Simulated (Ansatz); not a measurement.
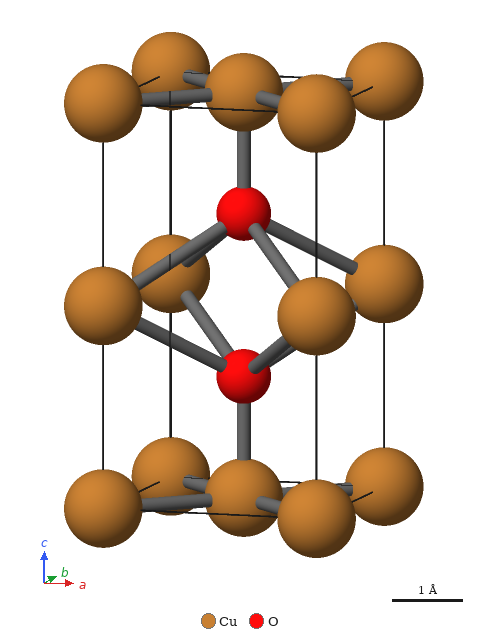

The crystal in a ball-and-stick representation, seen slightly off an axis. Thin lines show the conventional unit cell, with boundary atoms drawn in all their periodic places. Cell: a = 3.21 Å, b = 3.21 Å, c = 5.88 Å, α = 90.00°, β = 90.00°, γ = 90.00°.

It goes back to a random cell made by a generator, so it need not be a real form of the compound. Earlier steps of the study may have refined or changed the cell and positions. Ansatz was used for an electronic-structure calculation on it.

> Summary of the structure:

Formula: Cu3O2. The atoms follow space group P4/mmm (No. 123); the Bravais lattice is primitive tetragonal. Cell content 3 Cu, 2 O; Z = 1. Taking every contact within bonding distance, one finds Cu 4 to 8 (mean 6.0) and O 5.

Computed with DFT PBE, scalar-relativistic, plane waves, PAW in Ansatz 0.2.0. Settings: cutoff 420 eV, a 12×12×6 sampling of the Brillouin zone, Gaussian smearing of 0.1 eV, no spin polarisation.

> What does the calculation say: metal or gapped?

A metal: bands cross the Fermi level.

> How charged are the atoms, by the Bader scheme?

Cu +0.32 to +0.88 e; O -0.88 e.

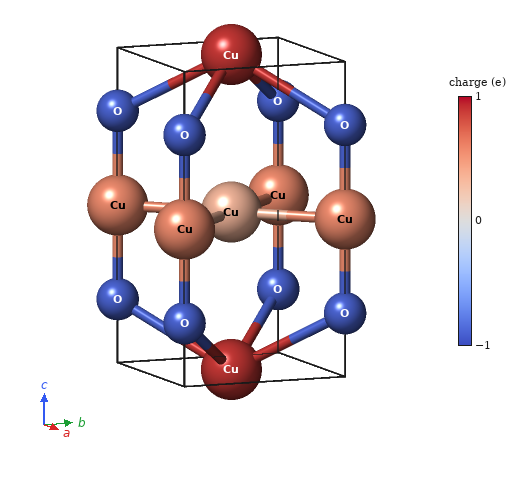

The atoms coloured by those charges. The run's cell of 5 atoms is drawn, so axes and origin can differ from the first picture.

> Is the structure in equilibrium?

Yes. All forces vanish to within 0.01 eV/Å. The pressure is 0.0 GPa, close to zero.
